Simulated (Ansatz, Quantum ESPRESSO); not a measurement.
# Complex bands of ZnS, zinc blende type, lattice constant set to 5.45 Å, part 2 of 3

How good a tunnel barrier is ZnS, zinc blende type, lattice constant set to 5.45 Å?

Quantum ESPRESSO 7.5; plane-wave DFT, PBE, GBRV ultrasoft pseudopotentials; cross-check by Ansatz 0.2.0 with PAW datasets.

So far. Step 2 (Ground state): The run needed 9 iterations to bring the estimated error under 1e-09 Ry.

## 3. Complex band structure

Level of this step: complex band structure by pwcond; plane-wave DFT, PBE, GBRV ultrasoft pseudopotentials (Quantum ESPRESSO).

ikind = 0 solves one period of the crystal for all kz, real and complex, at each energy and k across. ewind and epsproj trim the two-dimensional plane-wave basis; nz1 sets the subslabs.

cbs.in reads:

```
&inputcond
  outdir = './out'
  prefixl = 'scf'
  band_file = 'cbs'
  ikind = 0
  ewind = 4.0
  epsproj = 1e-05
  nz1 = 7
  energy0 = 4.48
  denergy = -0.16
/
4
  0.00000000 0.00000000 1.00000000
  0.50000000 0.00000000 1.00000000
  0.50000000 0.50000000 1.00000000
  0.25000000 0.00000000 1.00000000
41
```

Run with:

```sh
OMP_NUM_THREADS=1 mpirun -n 2 pwcond.x -in cbs.in > cbs.out
```

What it wrote:

```text
[banner, memory and clock lines left out]
Program PWCOND v.7.5 starts

          URL

     ./out/scf.save/

     IMPORTANT: XC functional enforced from input :
     Exchange-correlation= PBE
                           (   1   4   3   4   0   0   0)
     Any further DFT definition will be discarded
     Please, verify this is what you really want

     Reading collected, re-writing distributed wavefunctions

===== INPUT FILE containing the left lead =====

     GEOMETRY:

     lattice parameter (alat)  =       7.2825  a.u.
     the volume                =     546.2056 (a.u.)^3
     the cross section         =      53.0348 (a.u.)^2
     l of the unit cell        =       1.4142 (alat)
     number of atoms/cell      =            4
     number of atomic types    =            2

     crystal axes: (cart. coord. in units of alat)
               a(1) = (  1.0000  0.0000  0.0000 )
               a(2) = (  0.0000  1.0000  0.0000 )
               a(3) = (  0.0000  0.0000  1.4142 )

   Cartesian axes

     site n.     atom                  positions (alat units)
          1        Zn     tau(  1)=(  0.0000  0.0000  1.4142  )
          2        S      tau(  2)=(  0.5000  0.0000  0.3536  )
          3        Zn     tau(  3)=(  0.5000  0.5000  0.7071  )
          4        S      tau(  4)=(  0.0000  0.5000  1.0607  )

     nr1s                      =           30
     nr2s                      =           30
     nr3s                      =           45
     nr1sx                     =           30
     nr2sx                     =           30
     nr3sx                     =           45
     nr1                       =           36
     nr2                       =           36
     nr3                       =           48
     nr1x                      =           36
     nr2x                      =           36
     nr3x                      =           48

 _______________________________
  Radii of nonlocal spheres:

     type       ibeta     ang. mom.          radius (alat units)
       Zn         1         0                    0.2499
       Zn         2         0                    0.2499
       Zn         3         1                    0.2499
       Zn         4         1                    0.2499
       Zn         5         2                    0.2499
       Zn         6         2                    0.2499
       S          1         0                    0.2071
       S          2         0                    0.2071
       S          3         1                    0.2071
       S          4         1                    0.2071
       S          5         2                    0.2071
       S          6         2                    0.2071
----- General information -----

----- Complex band structure calculation -----

     nrx                       =           30
     nry                       =           30
     nz1                       =            7

     energy0               =         4.5E+00
     denergy               =        -1.6E-01
     nenergy               =         41
     ecut2d                =         4.0E+01
     ewind                 =         4.0E+00
     epsproj               =         1.0E-05

     number of k_|| points=    4
                       cryst. coord.
        k(    1) = (   0.0000000   0.0000000), wk =   0.2500000
        k(    2) = (   0.5000000   0.0000000), wk =   0.2500000
        k(    3) = (   0.5000000   0.5000000), wk =   0.2500000
        k(    4) = (   0.2500000   0.0000000), wk =   0.2500000
----- Information about left lead -----

     nocros                   =           18
     noins                    =           54
     norb                     =           90
     norbf                    =           90
     nrz                      =           45

      iorb      type   ibeta   ang. mom.   m       position (alat)
        1        1       1        0        1   taunew(   1)=(  0.0000  0.0000  0.0000)
        2        1       2        0        1   taunew(   2)=(  0.0000  0.0000  0.0000)
        3        1       3        1        1   taunew(   3)=(  0.0000  0.0000  0.0000)
        4        1       3        1        2   taunew(   4)=(  0.0000  0.0000  0.0000)
        5        1       3        1        3   taunew(   5)=(  0.0000  0.0000  0.0000)
        6        1       4        1        1   taunew(   6)=(  0.0000  0.0000  0.0000)
        7        1       4        1        2   taunew(   7)=(  0.0000  0.0000  0.0000)
        8        1       4        1        3   taunew(   8)=(  0.0000  0.0000  0.0000)
        9        1       5        2        1   taunew(   9)=(  0.0000  0.0000  0.0000)
       10        1       5        2        2   taunew(  10)=(  0.0000  0.0000  0.0000)
       11        1       5        2        3   taunew(  11)=(  0.0000  0.0000  0.0000)
       12        1       5        2        4   taunew(  12)=(  0.0000  0.0000  0.0000)
       13        1       5        2        5   taunew(  13)=(  0.0000  0.0000  0.0000)
       14        1       6        2        1   taunew(  14)=(  0.0000  0.0000  0.0000)
       15        1       6        2        2   taunew(  15)=(  0.0000  0.0000  0.0000)
       16        1       6        2        3   taunew(  16)=(  0.0000  0.0000  0.0000)
       17        1       6        2        4   taunew(  17)=(  0.0000  0.0000  0.0000)
       18        1       6        2        5   taunew(  18)=(  0.0000  0.0000  0.0000)
       19        2       1        0        1   taunew(  19)=(  0.5000  0.0000  0.3536)
       20        2       2        0        1   taunew(  20)=(  0.5000  0.0000  0.3536)
       21        2       3        1        1   taunew(  21)=(  0.5000  0.0000  0.3536)
       22        2       3        1        2   taunew(  22)=(  0.5000  0.0000  0.3536)
       23        2       3        1        3   taunew(  23)=(  0.5000  0.0000  0.3536)
       24        2       4        1        1   taunew(  24)=(  0.5000  0.0000  0.3536)
       25        2       4        1        2   taunew(  25)=(  0.5000  0.0000  0.3536)
       26        2       4        1        3   taunew(  26)=(  0.5000  0.0000  0.3536)
       27        2       5        2        1   taunew(  27)=(  0.5000  0.0000  0.3536)
       28        2       5        2        2   taunew(  28)=(  0.5000  0.0000  0.3536)
       29        2       5        2        3   taunew(  29)=(  0.5000  0.0000  0.3536)
       30        2       5        2        4   taunew(  30)=(  0.5000  0.0000  0.3536)
       31        2       5        2        5   taunew(  31)=(  0.5000  0.0000  0.3536)
       32        2       6        2        1   taunew(  32)=(  0.5000  0.0000  0.3536)
       33        2       6        2        2   taunew(  33)=(  0.5000  0.0000  0.3536)
       34        2       6        2        3   taunew(  34)=(  0.5000  0.0000  0.3536)
       35        2       6        2        4   taunew(  35)=(  0.5000  0.0000  0.3536)
       36        2       6        2        5   taunew(  36)=(  0.5000  0.0000  0.3536)
       37        1       1        0        1   taunew(  37)=(  0.5000  0.5000  0.7071)
       38        1       2        0        1   taunew(  38)=(  0.5000  0.5000  0.7071)
       39        1       3        1        1   taunew(  39)=(  0.5000  0.5000  0.7071)
       40        1       3        1        2   taunew(  40)=(  0.5000  0.5000  0.7071)
       41        1       3        1        3   taunew(  41)=(  0.5000  0.5000  0.7071)
       42        1       4        1        1   taunew(  42)=(  0.5000  0.5000  0.7071)
       43        1       4        1        2   taunew(  43)=(  0.5000  0.5000  0.7071)
       44        1       4        1        3   taunew(  44)=(  0.5000  0.5000  0.7071)
       45        1       5        2        1   taunew(  45)=(  0.5000  0.5000  0.7071)
       46        1       5        2        2   taunew(  46)=(  0.5000  0.5000  0.7071)
       47        1       5        2        3   taunew(  47)=(  0.5000  0.5000  0.7071)
       48        1       5        2        4   taunew(  48)=(  0.5000  0.5000  0.7071)
       49        1       5        2        5   taunew(  49)=(  0.5000  0.5000  0.7071)
       50        1       6        2        1   taunew(  50)=(  0.5000  0.5000  0.7071)
       51        1       6        2        2   taunew(  51)=(  0.5000  0.5000  0.7071)
       52        1       6        2        3   taunew(  52)=(  0.5000  0.5000  0.7071)
       53        1       6        2        4   taunew(  53)=(  0.5000  0.5000  0.7071)
       54        1       6        2        5   taunew(  54)=(  0.5000  0.5000  0.7071)
       55        2       1        0        1   taunew(  55)=(  0.0000  0.5000  1.0607)
       56        2       2        0        1   taunew(  56)=(  0.0000  0.5000  1.0607)
       57        2       3        1        1   taunew(  57)=(  0.0000  0.5000  1.0607)
       58        2       3        1        2   taunew(  58)=(  0.0000  0.5000  1.0607)
       59        2       3        1        3   taunew(  59)=(  0.0000  0.5000  1.0607)
       60        2       4        1        1   taunew(  60)=(  0.0000  0.5000  1.0607)
       61        2       4        1        2   taunew(  61)=(  0.0000  0.5000  1.0607)
       62        2       4        1        3   taunew(  62)=(  0.0000  0.5000  1.0607)
       63        2       5        2        1   taunew(  63)=(  0.0000  0.5000  1.0607)
       64        2       5        2        2   taunew(  64)=(  0.0000  0.5000  1.0607)
       65        2       5        2        3   taunew(  65)=(  0.0000  0.5000  1.0607)
       66        2       5        2        4   taunew(  66)=(  0.0000  0.5000  1.0607)
       67        2       5        2        5   taunew(  67)=(  0.0000  0.5000  1.0607)
       68        2       6        2        1   taunew(  68)=(  0.0000  0.5000  1.0607)
       69        2       6        2        2   taunew(  69)=(  0.0000  0.5000  1.0607)
       70        2       6        2        3   taunew(  70)=(  0.0000  0.5000  1.0607)
       71        2       6        2        4   taunew(  71)=(  0.0000  0.5000  1.0607)
       72        2       6        2        5   taunew(  72)=(  0.0000  0.5000  1.0607)
       73        1       1        0        1   taunew(  73)=(  0.0000  0.0000  1.4142)
       74        1       2        0        1   taunew(  74)=(  0.0000  0.0000  1.4142)
       75        1       3        1        1   taunew(  75)=(  0.0000  0.0000  1.4142)
       76        1       3        1        2   taunew(  76)=(  0.0000  0.0000  1.4142)
       77        1       3        1        3   taunew(  77)=(  0.0000  0.0000  1.4142)
       78        1       4        1        1   taunew(  78)=(  0.0000  0.0000  1.4142)
       79        1       4        1        2   taunew(  79)=(  0.0000  0.0000  1.4142)
       80        1       4        1        3   taunew(  80)=(  0.0000  0.0000  1.4142)
       81        1       5        2        1   taunew(  81)=(  0.0000  0.0000  1.4142)
       82        1       5        2        2   taunew(  82)=(  0.0000  0.0000  1.4142)
       83        1       5        2        3   taunew(  83)=(  0.0000  0.0000  1.4142)
       84        1       5        2        4   taunew(  84)=(  0.0000  0.0000  1.4142)
       85        1       5        2        5   taunew(  85)=(  0.0000  0.0000  1.4142)
       86        1       6        2        1   taunew(  86)=(  0.0000  0.0000  1.4142)
       87        1       6        2        2   taunew(  87)=(  0.0000  0.0000  1.4142)
       88        1       6        2        3   taunew(  88)=(  0.0000  0.0000  1.4142)
       89        1       6        2        4   taunew(  89)=(  0.0000  0.0000  1.4142)
       90        1       6        2        5   taunew(  90)=(  0.0000  0.0000  1.4142)
 ngper, shell number =          177          27
 ngper, n2d =          177         136
---  E-Ef =    4.4800000  k =    0.0000000   0.0000000
---  ie =          1  ik =          1
 Nchannels of the left tip =            1
 Right moving states:
   k1(2pi/a)   k2(2pi/a)   E-Ef (eV)
   0.3699224   0.0000000   4.4800000
 Left moving states:
   k1(2pi/a)   k2(2pi/a)   E-Ef (eV)
  -0.3699224  -0.0000000   4.4800000

---  E-Ef =    4.3200000  k =    0.0000000   0.0000000
---  ie =          2  ik =          1
 Nchannels of the left tip =            3
 Right moving states:
   k1(2pi/a)   k2(2pi/a)   E-Ef (eV)
   0.2572746  -0.0000000   4.3200000
   0.4383336   0.0000000   4.3200000
   0.4631187   0.0000000   4.3200000
 Left moving states:
   k1(2pi/a)   k2(2pi/a)   E-Ef (eV)
  -0.2572746  -0.0000000   4.3200000
  -0.4383336  -0.0000000   4.3200000
  -0.4631187  -0.0000000   4.3200000
[... further energies and points left out ...]
---  E-Ef =   -1.7600000  k =    0.2500000   0.0000000
---  ie =         40  ik =          4
 Nchannels of the left tip =            1
 Right moving states:
   k1(2pi/a)   k2(2pi/a)   E-Ef (eV)
   0.3633019  -0.0000000  -1.7600000
 Left moving states:
   k1(2pi/a)   k2(2pi/a)   E-Ef (eV)
  -0.3633019   0.0000000  -1.7600000

---  E-Ef =   -1.9200000  k =    0.2500000   0.0000000
---  ie =         41  ik =          4
 Nchannels of the left tip =            1
 Right moving states:
   k1(2pi/a)   k2(2pi/a)   E-Ef (eV)
   0.3313347  -0.0000000  -1.9200000
 Left moving states:
   k1(2pi/a)   k2(2pi/a)   E-Ef (eV)
  -0.3313347   0.0000000  -1.9200000

Note: The following floating-point exceptions are signalling: IEEE_UNDERFLOW_FLAG
Note: The following floating-point exceptions are signalling: IEEE_UNDERFLOW_FLAG
```

Run time: 3.2 min. Hardware: 2 MPI ranks of Arm Neoverse V2, shared host; peak memory 0.15 GiB; 6.5 min of CPU time.

Read from the output:

| Property | Result |
| --- | --- |
| peak of the smallest κ at the zone centre | 0.15 Å⁻¹ |
| energy of the peak at the zone centre | 0.96 eV |
| peak of the smallest κ at (1/2, 0) | 0.296 Å⁻¹ |
| peak of the smallest κ at (1/4, 0) | 0.303 Å⁻¹ |

K across = (0, 0) in the cell's reciprocal vectors; values within 0.0025 1/Å of each other count once, columns are sorted by size at each energy, a dash where no further value was kept. Table of Im kz of the slowest decaying states by energy, zero at the highest filled level of the SCF mesh:

| energy (eV) | decay 1 (Å⁻¹) | decay 2 (Å⁻¹) | decay 3 (Å⁻¹) |
| --- | --- | --- | --- |
| -1.440 | 1.23 | 1.57 | 1.67 |
| -0.960 | 1.17 | 1.55 | 1.67 |
| -0.480 | 1.09 | 1.53 | 1.72 |
| 0.000 | 0.003 | 0.008 | 0.996 |
| 0.480 | 0.13 | 0.281 | 0.879 |
| 0.960 | 0.15 | 0.371 | 0.792 |
| 1.440 | 0.133 | 0.425 | 0.709 |
| 1.920 | 0.056 | 0.457 | 0.622 |
| 2.560 | 0.478 | 0.484 | 0.634 |
| 3.040 | 0.338 | 0.48 | 0.524 |
| 3.520 | 0.387 | 0.472 | 1.29 |
| 4.000 | 0.142 | 0.454 | 1.25 |

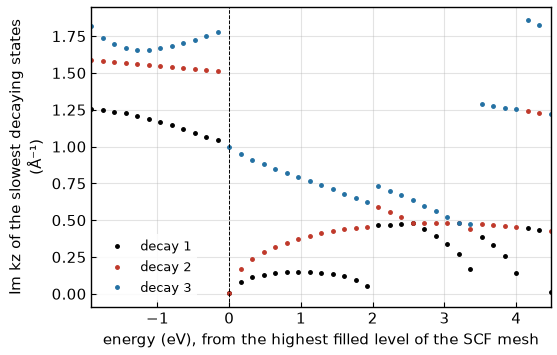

Im kz of the slowest decaying states, plotted against energy.

K across = (0, 0) in the cell's reciprocal vectors. The Re kz of states that move upwards by energy, zero at the highest filled level of the SCF mesh:

| energy (eV) | channel 1 (Å⁻¹) | channel 2 (Å⁻¹) | channel 3 (Å⁻¹) |
| --- | --- | --- | --- |
| -1.440 | -0.360 | 0.481 | 0.482 |
| -0.960 | -0.497 | -0.497 | -0.268 |
| -0.480 | -0.324 | -0.324 | -0.170 |
| 0.000 | -0.00438 | - | - |
| 0.480 | - | - | - |
| 0.960 | - | - | - |
| 1.440 | - | - | - |
| 1.920 | - | - | - |
| 2.560 | 0.178 | - | - |
| 3.040 | 0.265 | - | - |
| 3.520 | 0.126 | 0.351 | - |
| 4.000 | 0.395 | 0.446 | - |

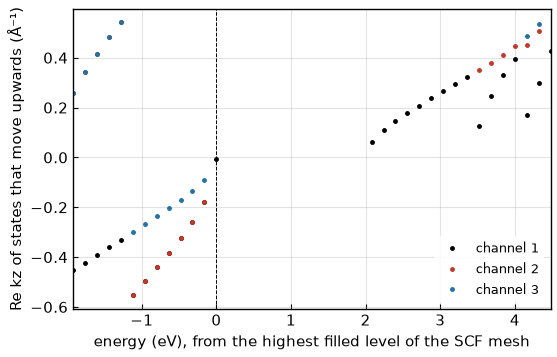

Re kz of states that move upwards, plotted against energy.

K across = (1/2, 0) in the cell's reciprocal vectors; values within 0.0025 1/Å of each other count once, columns are sorted by size at each energy, a dash where no further value was kept. Table of Im kz of the slowest decaying states by energy, zero at the highest filled level of the SCF mesh:

| energy (eV) | decay 1 (Å⁻¹) | decay 2 (Å⁻¹) | decay 3 (Å⁻¹) |
| --- | --- | --- | --- |
| -1.92 | 0.98 | 1.68 | 2.17 |
| -1.60 | 0.883 | 1.71 | 2.20 |
| -1.12 | 0.651 | 1.53 | 1.89 |
| -0.80 | 0.055 | 0.307 | 1.42 |
| -0.48 | 0.17 | 0.653 | 1.34 |
| 0.00 | 0.242 | 0.764 | 1.25 |
| 0.32 | 0.269 | 0.795 | 1.19 |
| 0.64 | 0.286 | 0.811 | 1.14 |
| 1.12 | 0.296 | 0.819 | 1.07 |
| 1.44 | 0.294 | 0.817 | 1.02 |
| 1.92 | 0.278 | 0.806 | 0.958 |
| 2.24 | 0.256 | 0.794 | 0.913 |
| 2.56 | 0.223 | 0.779 | 0.869 |
| 3.04 | 0.133 | 0.751 | 0.801 |
| 3.36 | 0.73 | 0.754 | 1.75 |
| 3.68 | 0.705 | 1.72 | 1.92 |
| 4.16 | 0.628 | 0.663 | 1.68 |
| 4.48 | 0.571 | 0.631 | 1.65 |

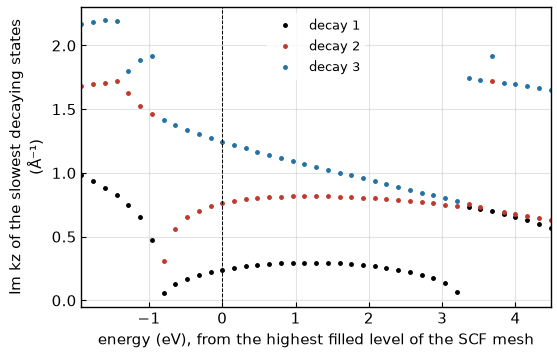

Im kz of the slowest decaying states against energy.

K across = (1/2, 1/2) in the cell's reciprocal vectors; values within 0.0025 1/Å of each other count once, columns are sorted by size at each energy, a dash where no further value was kept. The Im kz of the slowest decaying states by energy, zero at the highest filled level of the SCF mesh:

| energy (eV) | decay 1 (Å⁻¹) | decay 2 (Å⁻¹) | decay 3 (Å⁻¹) |
| --- | --- | --- | --- |
| -1.440 | 0.331 | 0.341 | 1.74 |
| -0.960 | 0.382 | 0.397 | 1.73 |
| -0.480 | 0.406 | 0.426 | 1.73 |
| 0.000 | 0.414 | 0.44 | 1.72 |
| 0.480 | 0.409 | 0.442 | 1.71 |
| 0.960 | 0.394 | 0.435 | 1.69 |
| 1.440 | 0.37 | 0.419 | 1.68 |
| 1.920 | 0.336 | 0.395 | 1.66 |
| 2.560 | 0.268 | 0.348 | 1.64 |
| 3.040 | 0.189 | 0.298 | 1.62 |
| 3.520 | 0.225 | 1.60 | 1.76 |
| 4.000 | 0.082 | 1.57 | 1.73 |

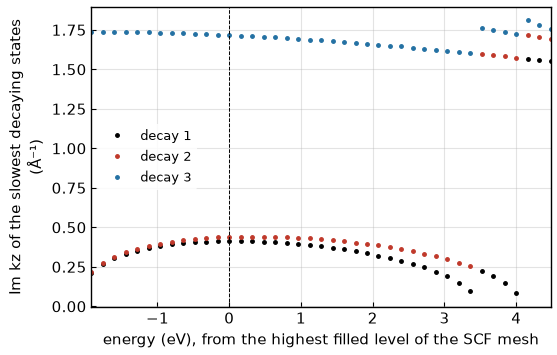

Im kz of the slowest decaying states, plotted against energy.

K across = (1/4, 0) in the cell's reciprocal vectors; values within 0.0025 1/Å of each other count once, columns are sorted by size at each energy, a dash where no further value was kept. The Im kz of the slowest decaying states by energy, zero at the highest filled level of the SCF mesh:

| energy (eV) | decay 1 (Å⁻¹) | decay 2 (Å⁻¹) | decay 3 (Å⁻¹) |
| --- | --- | --- | --- |
| -1.92 | 0.046 | 0.266 | 1.44 |
| -1.60 | 0.121 | 1.46 | 1.48 |
| -1.12 | 0.121 | 1.36 | 1.43 |
| -0.80 | 1.23 | 1.40 | 1.52 |
| -0.48 | 1.15 | 1.37 | 1.49 |
| 0.00 | 0.2 | 0.236 | 1.05 |
| 0.32 | 0.246 | 0.367 | 0.99 |
| 0.64 | 0.275 | 0.45 | 0.937 |
| 1.12 | 0.298 | 0.535 | 0.86 |
| 1.44 | 0.303 | 0.578 | 0.809 |
| 1.92 | 0.296 | 0.629 | 0.732 |
| 2.24 | 0.281 | 0.658 | 0.679 |
| 2.56 | 0.257 | 0.623 | 0.685 |
| 3.04 | 0.187 | 0.53 | 0.736 |
| 3.36 | 0.058 | 0.456 | 0.796 |
| 3.68 | 0.102 | 0.363 | 0.774 |
| 4.16 | 0.202 | 0.737 | 0.885 |
| 4.48 | 0.129 | 0.219 | 0.708 |

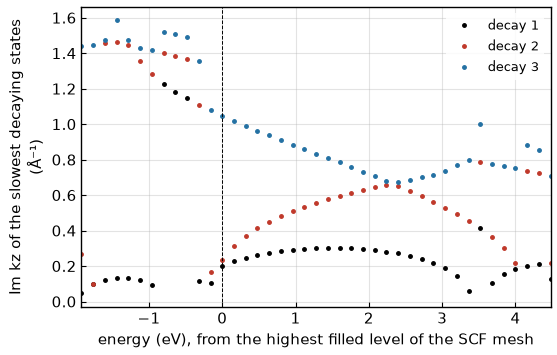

Im kz of the slowest decaying states, plotted against energy.

(Continued in part 3 of 3.)

[Logs are printed without paths, hosts, clocks, repeated set-up lines and the standing remarks that a program may print on its own settings, such as how far it seeks lower states.]

[Hosts, paths, dates, database ids (printed as entryN), source tags and the programs' standing remarks are cut or masked in the printed files.]

[Maps of the electrostatic potential energy from Ansatz leave out the sawtooth potential of an applied field or a dipole correction, so their vacuum need not be flat; planar profiles and work functions include it.]
